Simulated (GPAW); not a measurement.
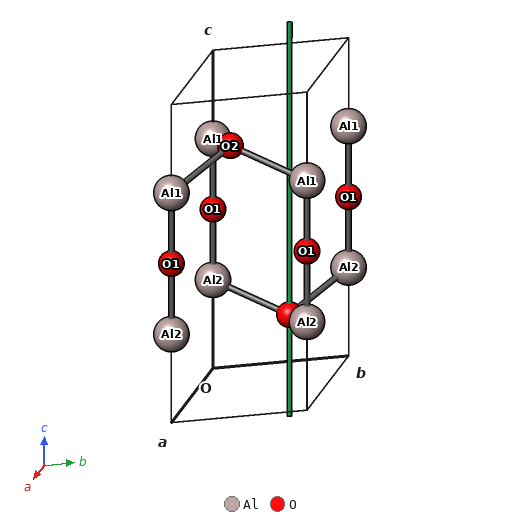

For Al2O3, a cell listed in the Materials Project, as set up for an electronic-structure calculation: the coloured rod is the axis of a symmetry operation of the crystal. Geometry calculated from the standardised cell; symmetry tolerance 0.002 Å.

a = 3.017 Å, b = 3.017 Å, c = 7.575 Å, α = 90.00°, β = 90.00°, γ = 120.00°.

```json
{"atom": "Al1", "x": "0.0000", "y": "0.0000", "z": "0.7220"}
{"atom": "Al2", "x": "0.0000", "y": "0.0000", "z": "0.2780"}
{"atom": "O1", "x": "0.0000", "y": "0.0000", "z": "0.5000"}
{"atom": "O2", "x": "0.6667", "y": "0.3333", "z": "0.8005"}
{"atom": "O3", "x": "0.3333", "y": "0.6667", "z": "0.1995"}
```

Take the operation x, y, z → −x+y, −x+1, z.

Question: What kind of operation is it, and where does it lie?

Answer: It is a 3-fold rotation, about the line along [0 0 1] through (1/3, 2/3, 1/2).

Question: Onto which atom does it carry each atom (up to whole multiples of a, b and c)?

Answer: Al1 → Al1, Al2 → Al2, O1 → O1, O2 → O2, O3 → O3.
